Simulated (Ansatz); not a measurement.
Consider In (slab).

The calculation's input:

```
crystal:
  lattice:
    - [3.3901944521, 0.0, 0.0]
    - [-1.6950972261, 2.9319305269, 0.0]
    - [0.0, 0.0, 26.0646469726]
  atoms:
    - { symbol: In, position: [0.3342580503, 0.6685161007, 0.2877460803] }
    - { symbol: In, position: [0.6685161007, 0.3370322013, 0.3938730401] }
    - { symbol: In, position: [0.002774151, 0.005548302, 0.5] }
    - { symbol: In, position: [0.3370322013, 0.6740644027, 0.6061269599] }
    - { symbol: In, position: [0.6712902517, 0.3425805033, 0.7122539197] }
basis:
  ecutwfc: 420
kpoints:
  mp_grid: { grid: [12, 12, 1] }
hamiltonian:
  xc: pbe
scf:
  occupations: { method: gaussian, width: 0.1 }
output:
  forces: true
  stress: true
  eigenvalues: true
  write_density: true
  write_potential: true
  elf: true
  volumetric_format: npy
efield:
  axis: 3
  dipole_correction: true
```

Command:

```sh
ansatz run input.yaml --threads 1 --pin off --max-ram 2560MiB --backend cpu --events-out ev --progress --plain --runs-dir out
```

Computed without spin polarisation.

Theory: DFT PBE, scalar-relativistic, plane waves, PAW in Ansatz.

### What can the converged valence pseudo-density and electron localisation function tell about the bonding?

In–In (3.39 Å): ρ is about 0.12 e/Å³ halfway; the ELF is about 0.30 at the midpoint (no localised pair shows between them).

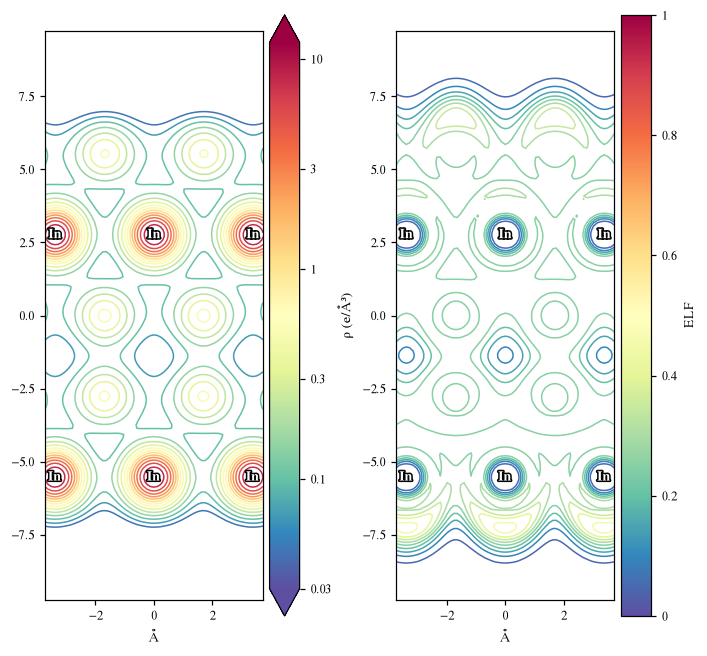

Computed valence pseudo-density and electron localisation function on the (11̄0) plane of the calculation cell, a cut from vacuum to vacuum, in this order. 

The density is the valence pseudo-density of a PAW calculation; it isn't the true density close to the nuclei.
